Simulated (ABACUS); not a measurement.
## Al: band-structure run

Al (Fm-3m, 1 atom in the cell), computed with Kohn-Sham DFT of a periodic cell, rSCAN, SG15 ONCV 1.2 PBE, no spin polarisation (ABACUS 3.10.1).

The structure derives from an entry of the Crystallography Open Database. It belongs to a series of runs on one base structure; here: bands on the converged density.

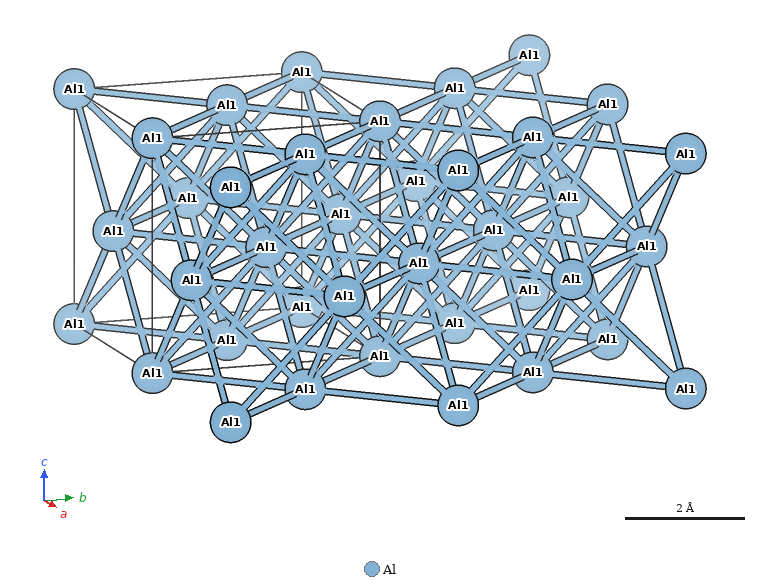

*The structure (ball-and-stick view of the cell 4 times as large as that of the calculation, set on its symmetry axes, repeated 2 × 2 × 1, seen slightly off an axis; atoms are numbered from 1 in the order of the input).*

## Input file
```
INPUT_PARAMETERS
suffix              Al
calculation         nscf
basis_type          pw
pseudo_dir          ./
symmetry            -1
dft_functional      MGGA_X_RSCAN+MGGA_C_RSCAN
ecutwfc             69.0
pseudo_rcut         7
nspin               1
nbands              16
ks_solver           dav
smearing_method     fd
smearing_sigma      0.00367493
scf_thr             1e-08
scf_nmax            100
mixing_type         broyden
mixing_beta         0.7
mixing_tau          1
init_chg            file
pw_diag_thr         1e-07
out_band            1
kpar                4
```

## File STRU
```
ATOMIC_SPECIES
Al 26.9815 Al_ONCV_PBE-1.2.upf

LATTICE_CONSTANT
1.8897261246

LATTICE_VECTORS
0.0000000000 2.0248050000 2.0248050000
2.0248050000 0.0000000000 2.0248050000
2.0248050000 2.0248050000 0.0000000000

ATOMIC_POSITIONS
Cartesian

Al
0.0
1
0.0000000000 0.0000000000 0.0000000000 1 1 1
```

## File KPT
```
K_POINTS
12
Line
0.00000000 0.00000000 0.00000000 10 // G
0.50000000 0.00000000 0.50000000 10 // X
0.50000000 0.25000000 0.75000000 10 // W
0.37500000 0.37500000 0.75000000 10 // K
0.00000000 0.00000000 0.00000000 10 // G
0.50000000 0.50000000 0.50000000 10 // L
0.62500000 0.25000000 0.62500000 10 // U
0.50000000 0.25000000 0.75000000 10 // W
0.50000000 0.50000000 0.50000000 10 // L
0.37500000 0.37500000 0.75000000 1 // K
0.62500000 0.25000000 0.62500000 10 // U
0.50000000 0.00000000 0.50000000 1 // X
```

Machine: 4 threads of Intel Xeon (Granite Rapids), 12 GiB of memory available, shared host.

Command:
```bash
OMP_NUM_THREADS=1 mpirun -np 4 abacus > log
```

## Output
```
ABACUS v3.10.1

               Atomic-orbital Based Ab-initio Computation at UStc

 ------------------------------------------------------------------------------------

 READING GENERAL INFORMATION
                           global_out_dir = OUT.Al/
                           global_in_card = INPUT
                               pseudo_dir = ./
                              orbital_dir =
                                    DSIZE = 4
                                    GSIZE = 1

 READING UNITCELL INFORMATION
                                    ntype = 1
                  lattice constant (Bohr) = 1.88973
              lattice constant (Angstrom) = 1

 READING ATOM TYPE 1
                               atom label = Al
                      L=0, number of zeta = 1
                      L=1, number of zeta = 1
                      L=2, number of zeta = 1
             number of atom for this type = 1

                        TOTAL ATOM NUMBER = 1
CARTESIAN COORDINATES ( UNIT =       1.889726124600 Bohr ).
    atom                   x                   y                   z     mag                  vx                  vy                  vz
tauc_Al1            0.0000000000        0.0000000000        0.0000000000  0.0000        0.0000000000        0.0000000000        0.0000000000

                          Volume (Bohr^3) = 112.041
                             Volume (A^3) = 16.6027

 Lattice vectors: (Cartesian coordinate: in unit of a_0)
                   +0            +2.02481            +2.02481
             +2.02481                  +0            +2.02481
             +2.02481            +2.02481                  +0
 Reciprocal vectors: (Cartesian coordinate: in unit of 2 pi/a_0)
            -0.246937           +0.246937           +0.246937
            +0.246937           -0.246937           +0.246937
            +0.246937           +0.246937           -0.246937
 The esolver type has been set to : ksdft_pw

                PAO radial cut off (Bohr) = 7

 Read in pseudopotential file is Al_ONCV_PBE-1.2.upf
                     pseudopotential type = NC
          exchange-correlation functional = PBE
                 nonlocal core correction = 0
                        valence electrons = 11
                                     lmax = 1
                           number of zeta = 0
                     number of projectors = 4
                           L of projector = 0
                           L of projector = 0
                           L of projector = 1
                           L of projector = 1
 XC functional updated to : MGGA_X_RSCAN+MGGA_C_RSCAN
          exchange-correlation functional = MGGA_X_RSCAN+MGGA_C_RSCAN
     initial pseudo atomic orbital number = 0

 SETUP THE ELECTRONS NUMBER
            electron number of element Al = 11
      total electron number of element Al = 11
            AUTOSET number of electrons:  = 11
                           occupied bands = 6
                                   NBANDS = 16
                                   NLOCAL = 9

%%%%%%%%%%%%%%%%%%%%%%%%%%%%%%%%%%%%%%%%%%%%%%%%%%%%%%%%%%%%%%%%%%%%%%%%%%%%%%%%%%%%%%%%%%%%%%%%%%%%%%%%%%
 Warning: the number of valence electrons in pseudopotential > 3 for Al: [Ne] 3s2 3p1
 Pseudopotentials with additional electrons can yield (more) accurate outcomes, but may be less efficient.
 If you're confident that your chosen pseudopotential is appropriate, you can safely ignore this warning.
%%%%%%%%%%%%%%%%%%%%%%%%%%%%%%%%%%%%%%%%%%%%%%%%%%%%%%%%%%%%%%%%%%%%%%%%%%%%%%%%%%%%%%%%%%%%%%%%%%%%%%%%%%

 SETUP THE PLANE WAVE BASIS
 energy cutoff for charge/potential (unit:Ry) = 276
            fft grid for charge/potential = [ 30, 30, 30 ]
                        fft grid division = [ 1, 1, 1 ]
        big fft grid for charge/potential = [ 30, 30, 30 ]
                                     nbxx = 27000
                                     nrxx = 27000

 SETUP PLANE WAVES FOR CHARGE/POTENTIAL
                    number of plane waves = 8657
                         number of sticks = 559

 PARALLEL PW FOR CHARGE/POTENTIAL
     PROC   COLUMNS(POT)             PW
        1            559           8657
 --------------- sum -------------------
        1            559           8657
                            number of |g| = 139
                                  max |g| = 24.879
                                  min |g| = 0

----------- Double Check Mixing Parameters Begin ------------
mixing_type: broyden
mixing_beta: 0.7
mixing_gg0: 1
mixing_gg0_min: 0.1
mixing_ndim: 8
----------- Double Check Mixing Parameters End ------------

 SETUP K-POINTS
                                    nspin = 1
                                   nkstot = 102
K-POINTS DIRECT COORDINATES
 KPOINTS    DIRECT_X    DIRECT_Y    DIRECT_Z  WEIGHT
       1  0.00000000  0.00000000  0.00000000  1.0000
       2  0.05000000  0.00000000  0.05000000  1.0000
       3  0.10000000  0.00000000  0.10000000  1.0000
       4  0.15000000  0.00000000  0.15000000  1.0000
       5  0.20000000  0.00000000  0.20000000  1.0000
       6  0.25000000  0.00000000  0.25000000  1.0000
       7  0.30000000  0.00000000  0.30000000  1.0000
       8  0.35000000  0.00000000  0.35000000  1.0000
       9  0.40000000  0.00000000  0.40000000  1.0000
      10  0.45000000  0.00000000  0.45000000  1.0000
      11  0.50000000  0.00000000  0.50000000  1.0000
      12  0.50000000  0.02500000  0.52500000  1.0000
      13  0.50000000  0.05000000  0.55000000  1.0000
      14  0.50000000  0.07500000  0.57500000  1.0000
      15  0.50000000  0.10000000  0.60000000  1.0000
      16  0.50000000  0.12500000  0.62500000  1.0000
      17  0.50000000  0.15000000  0.65000000  1.0000
      18  0.50000000  0.17500000  0.67500000  1.0000
      19  0.50000000  0.20000000  0.70000000  1.0000
      20  0.50000000  0.22500000  0.72500000  1.0000
      21  0.50000000  0.25000000  0.75000000  1.0000
      22  0.48750000  0.26250000  0.75000000  1.0000
      23  0.47500000  0.27500000  0.75000000  1.0000
      24  0.46250000  0.28750000  0.75000000  1.0000
      25  0.45000000  0.30000000  0.75000000  1.0000
      26  0.43750000  0.31250000  0.75000000  1.0000
      27  0.42500000  0.32500000  0.75000000  1.0000
      28  0.41250000  0.33750000  0.75000000  1.0000
      29  0.40000000  0.35000000  0.75000000  1.0000
      30  0.38750000  0.36250000  0.75000000  1.0000
[... 72 further k points ...]

           k-point number in this process = 26
       minimum distributed K point number = 25

[... K-POINTS CARTESIAN COORDINATES: 26 rows ...]

[... K-POINTS DIRECT COORDINATES: 26 rows ...]

 SETUP PLANE WAVES FOR WAVE FUNCTIONS
     energy cutoff for wavefunc (unit:Ry) = 69
              fft grid for wave functions = [ 30, 30, 30 ]
                    number of plane waves = 1459
                         number of sticks = 163

 PARALLEL PW FOR WAVE FUNCTIONS
     PROC   COLUMNS(POT)             PW
        1            163           1459
 --------------- sum -------------------
        1            163           1459

 SETUP NONLOCAL PSEUDOPOTENTIALS IN PLANE WAVE BASIS
 Al non-local projectors:
 projector 1 L=0
 projector 2 L=0
 projector 3 L=1
 projector 4 L=1
      TOTAL NUMBER OF NONLOCAL PROJECTORS = 8

 Init Non-Local PseudoPotential table :
 Init Non-Local-Pseudopotential done.

                                     npwx = 1106

 -------------------------------------------
 NONSELF-CONSISTENT
 -------------------------------------------
                                 init_chg = file
 try to read charge from file
 Read in the charge density: OUT.Al//Al-CHARGE-DENSITY.restart
 try to read kinetic energy density from file
 Read in the kinetic energy density: OUT.Al//Al-TAU-DENSITY.restart

 PW ALGORITHM --------------- ION=   1  ELEC=   1--------------------------------
 k(1/102) Iter steps (avg)=10 threshold=1e-07
 k(2/102) Iter steps (avg)=16 threshold=1e-07
 k(3/102) Iter steps (avg)=15 threshold=1e-07
 k(4/102) Iter steps (avg)=16 threshold=1e-07
 k(5/102) Iter steps (avg)=15 threshold=1e-07
 k(6/102) Iter steps (avg)=19 threshold=1e-07
 k(7/102) Iter steps (avg)=18 threshold=1e-07
 k(8/102) Iter steps (avg)=22 threshold=1e-07
 k(9/102) Iter steps (avg)=20 threshold=1e-07
 k(10/102) Iter steps (avg)=20 threshold=1e-07
 k(11/102) Iter steps (avg)=21 threshold=1e-07
 k(12/102) Iter steps (avg)=22 threshold=1e-07
 k(13/102) Iter steps (avg)=21 threshold=1e-07
 k(14/102) Iter steps (avg)=20 threshold=1e-07
 k(15/102) Iter steps (avg)=21 threshold=1e-07
 k(16/102) Iter steps (avg)=20 threshold=1e-07
 k(17/102) Iter steps (avg)=20 threshold=1e-07
 k(18/102) Iter steps (avg)=21 threshold=1e-07
 k(19/102) Iter steps (avg)=21 threshold=1e-07
 k(20/102) Iter steps (avg)=23 threshold=1e-07
 k(21/102) Iter steps (avg)=21 threshold=1e-07
 k(22/102) Iter steps (avg)=23 threshold=1e-07
 k(23/102) Iter steps (avg)=22 threshold=1e-07
 k(24/102) Iter steps (avg)=23 threshold=1e-07
 k(25/102) Iter steps (avg)=20 threshold=1e-07
 k(26/102) Iter steps (avg)=20 threshold=1e-07
[... levels at 26 k points of this process ...]

 Density error is 0.00000000000
                          Error Threshold = 1.00000000000e-07
----------------------------------------------------------
     Energy           Rydberg                 eV
----------------------------------------------------------
 E_KohnSham     -138.3554865002      -1882.4229659652
 E_KS(sigma->0) -138.3551423446      -1882.4182834877
 E_Harris       -138.3554865002      -1882.4229659652
 E_band         -37.0923533045       -504.6673571701
 E_one_elec     -84.6280261094       -1151.4233655810
 E_Hartree      34.5258535079        469.7483360201
 E_xc           -15.7590404023       -214.4127444835
 E_Ewald        -72.4935851851       -986.3258269659
 E_entropy(-TS) -0.0006883112        -0.0093649548
 E_descf        0.0000000000         0.0000000000
 E_exx          0.0000000000         0.0000000000
 E_Fermi        0.7135081078         9.7077758352
----------------------------------------------------------

 charge density convergence is achieved
 final etot is -1882.4229660 eV
 EFERMI = 9.7077758352 eV

 STATE ENERGY(eV) AND OCCUPATIONS    NSPIN == 1
 1/26 kpoint (Cartesian) = 0.0000 0.0000 0.0000 (1067 pws)
       1       -96.1978      0.0196078
       2       -55.5212      0.0196078
       3       -55.5212      0.0196078
       4       -55.5212      0.0196078
       5      -0.866645      0.0196078
       6        24.2288        0.00000
       7        24.2288        0.00000
       8        24.2288        0.00000
       9        26.2767        0.00000
      10        26.2767        0.00000
      11        26.2767        0.00000
      12        28.1094        0.00000
      13        31.5494        0.00000
      14        31.5494        0.00000
      15        34.7434        0.00000
      16        36.9998        0.00000

 2/26 kpoint (Cartesian) = 0.0000 0.024694 0.0000 (1071 pws)
       1       -96.1977      0.0196078
       2       -55.5218      0.0196078
       3       -55.5214      0.0196078
       4       -55.5214      0.0196078
       5      -0.770389      0.0196078
       6        23.4008        0.00000
       7        23.4008        0.00000
       8        23.5256        0.00000
       9        26.0310        0.00000
      10        27.2494        0.00000
      11        27.2494        0.00000
      12        29.0040        0.00000
      13        30.3382        0.00000
      14        31.6382        0.00000
      15        34.7205        0.00000
      16        37.1033        0.00000

 3/26 kpoint (Cartesian) = 0.0000 0.049387 0.0000 (1074 pws)
       1       -96.1975      0.0196078
       2       -55.5234      0.0196078
       3       -55.5221      0.0196078
       4       -55.5221      0.0196078
       5      -0.481999      0.0196078
       6        22.1371        0.00000
       7        22.1371        0.00000
       8        22.2259        0.00000
       9        25.3959        0.00000
      10        27.8490        0.00000
      11        28.9368        0.00000
      12        28.9368        0.00000
      13        30.8781        0.00000
      14        31.9040        0.00000
      15        35.3514        0.00000
      16        37.4224        0.00000

 4/26 kpoint (Cartesian) = 0.0000 0.074081 0.0000 (1074 pws)
       1       -96.1971      0.0196078
       2       -55.5260      0.0196078
       3       -55.5231      0.0196078
       4       -55.5231      0.0196078
       5    -0.00268183      0.0196078
       6        20.9159        0.00000
       7        20.9486        0.00000
       8        20.9486        0.00000
       9        24.5369        0.00000
      10        25.1362        0.00000
      11        30.7934        0.00000
      12        30.7934        0.00000
      13        32.3441        0.00000
      14        33.1448        0.00000
      15        36.4068        0.00000
      16        37.9870        0.00000

 5/26 kpoint (Cartesian) = 0.0000 0.098775 0.0000 (1070 pws)
       1       -96.1965      0.0196078
       2       -55.5292      0.0196078
       3       -55.5244      0.0196078
       4       -55.5244      0.0196078
       5       0.665551      0.0196078
       6        19.7311        0.00000
       7        19.8999        0.00000
       8        19.8999        0.00000
       9        22.3404        0.00000
      10        23.7286        0.00000
      11        32.6833        0.00000
      12        32.6833        0.00000
      13        32.9537        0.00000
      14        35.6678        0.00000
      15        37.6817        0.00000
      16        38.8578        0.00000

 6/26 kpoint (Cartesian) = 0.0000 0.12347 0.0000 (1094 pws)
       1       -96.1961      0.0196078
       2       -55.5328      0.0196078
       3       -55.5259      0.0196078
       4       -55.5259      0.0196078
       5        1.51982      0.0196078
       6        18.7095    1.27161e-80
       7        19.0068    3.32752e-83
       8        19.0068    3.32752e-83
       9        19.7094        0.00000
      10        22.8934        0.00000
      11        33.7235        0.00000
      12        34.4771        0.00000
      13        34.4771        0.00000
      14        38.4073        0.00000
      15        39.0981        0.00000
      16        40.1282        0.00000

[... levels at 20 further k points ...]

 --------------------------------------------
 !FINAL_ETOT_IS -1882.422965965160 eV
 --------------------------------------------

 Output bands in file: OUT.Al/BANDS_1.dat
```

## Standard output
```
ABACUS v3.10.1

               Atomic-orbital Based Ab-initio Computation at UStc

 dft_functional readin is: MGGA_X_RSCAN+MGGA_C_RSCAN
 dft_functional in pseudopot file is: PBE
 Please make sure this is what you need

%%%%%%%%%%%%%%%%%%%%%%%%%%%%%%%%%%%%%%%%%%%%%%%%%%%%%%%%%%%%%%%%%%%%%%%%%%%%%%%%%%%%%%%%%%%%%%%%%%%%%%%%%
 Warning: the number of valence electrons in pseudopotential > 3 for Al: [Ne] 3s2 3p1
 Pseudopotentials with additional electrons can yield (more) accurate outcomes, but may be less efficient.
 If you're confident that your chosen pseudopotential is appropriate, you can safely ignore this warning.
%%%%%%%%%%%%%%%%%%%%%%%%%%%%%%%%%%%%%%%%%%%%%%%%%%%%%%%%%%%%%%%%%%%%%%%%%%%%%%%%%%%%%%%%%%%%%%%%%%%%%%%%%

 UNIFORM GRID DIM        : 30 * 30 * 30
 UNIFORM GRID DIM(BIG)   : 30 * 30 * 30
func,idMGGA_X_RSCAN 493
func,idMGGA_C_RSCAN 494
 ---------------------------------------------------------
 ---------------------------------------------------------
 SPIN    KPOINTS         PROCESSORS  THREADS
 1       102             4           4
 ---------------------------------------------------------
 Use plane wave basis
 ---------------------------------------------------------
 ELEMENT NATOM       XC
 Al      1
 ---------------------------------------------------------
 Initial plane wave basis and FFT box
 ---------------------------------------------------------
 -------------------------------------------
 NONSELF-CONSISTENT :
 -------------------------------------------
 START CHARGE      : file
 ITER       ETOT/eV          EDIFF/eV         DRHO         DKIN     TIME/s
 DA1     -1.88242297e+03   0.00000000e+00   0.0000e+00   0.0000e+00  16.91
```

## Summary

| quantity | value |
| --- | --- |
| outcome | converged |
| space group (tolerance 0.01 Å) | Fm-3m (225) |
| electrons treated | 11 |
| Fermi energy of the self-consistent step | 11.056 eV |
| wall time | 17 s (CPU time 69 s) |
| peak memory | 0.36 GiB |
